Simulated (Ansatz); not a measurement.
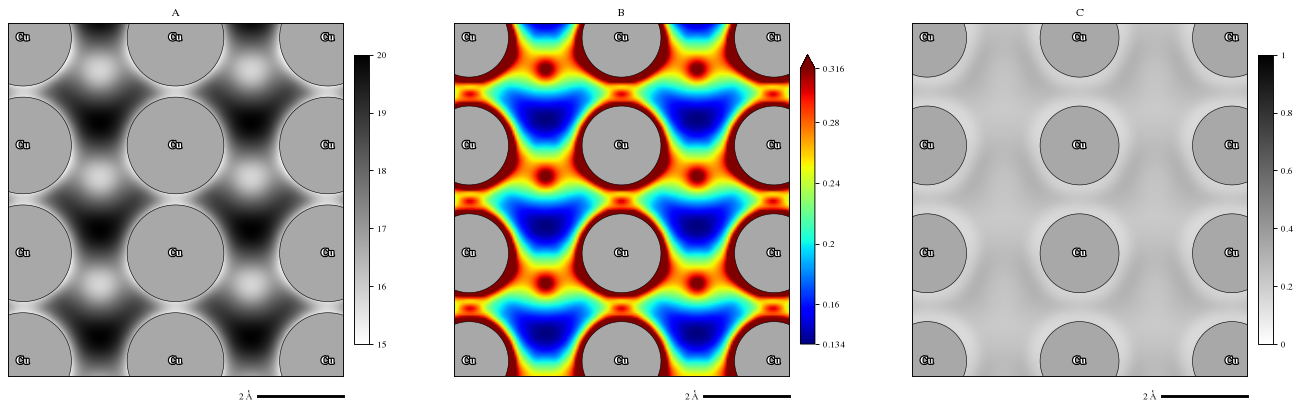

Cu: 3 fields on the (100) plane of the conventional cell, with unlabelled colour scales. Grey discs cover the atomic cores.

Space group Pmmn; not relaxed (largest force 1.5 eV/Å); computed pressure about 11 GPa in this cell; computed without spin polarisation.

Level of theory: Ansatz 0.2.0, DFT PBE, scalar-relativistic, plane waves, PAW.

```
CELL_PARAMETERS angstrom
0.00000 1.80750 -1.80750
3.61500 0.00000 0.00000
0.00000 -1.80750 -1.80750
ATOMIC_POSITIONS crystal
Cu 0.50000 0.50000 0.35269
Cu 0.00000 0.00000 0.64731
```

Q: Which field does each panel show? The fields are: electron localisation function, electrostatic potential energy of an electron and valence pseudo-density.

A: Panel A: electrostatic potential energy of an electron (low next to the atoms, rising into the space between them). Panel B: valence pseudo-density. Panel C: electron localisation function. From the grid: Cu–Cu (2.56 Å): ρ at the midpoint is about 0.29 e/Å³; the ELF is about 0.20 at the midpoint; no localised pair shows between them.
